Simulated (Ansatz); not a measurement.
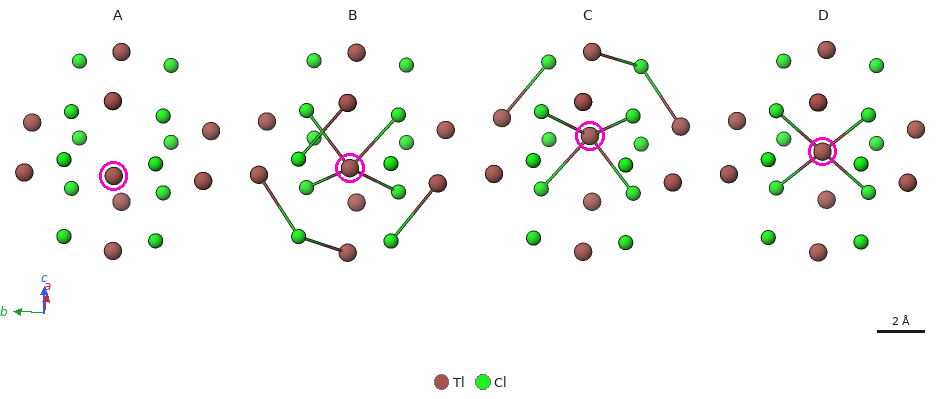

4 geometries from a converged minimum-energy path of a defect cell of composition Tl₇Cl₈ with a Tl vacancy (15 atoms in the cell), shuffled. Style: ball-and-stick. Shown: the atoms within 5.5 Å of the middle of the path, from a free direction. The moving atom is ringed, with any periodic copies. Bonds to atoms that aren't drawn are left out.

Computed with Ansatz, DFT, PAW plane waves, PBE. Settings: plane-wave cutoff 420 eV; k-point mesh 2 × 2 × 2; cold smearing 0.15 eV; 5 movable images; climbing image; force threshold 0.05 eV/Å; iteration limit 40.

> One of them is the converged climbing image. Which?

D. In order along the path, whose images run from 0 to 6: C (image 1, +0.036 eV), D (image 3, +0.217 eV), B (image 5, +0.040 eV), A (image 6, +0.005 eV). It is a vacancy jump: a nearby atom moves into the empty site and leaves its own site empty. A Tl atom travels furthest, 3.80 Å from end to end, along −a, on a straight line. At the highest image its nearest neighbour (Cl) is 2.80 Å away, against 3.26 Å at the start, and the surrounding atoms stand up to 0.23 Å off the mean of their end positions.

Limits of the set-up: the cell has an odd number of electrons but was run without spin polarisation; the k-point mesh is coarse for a cell with partly filled bands; the periodic images lie only 7.7 Å apart, so the values are limited by the cell's size.
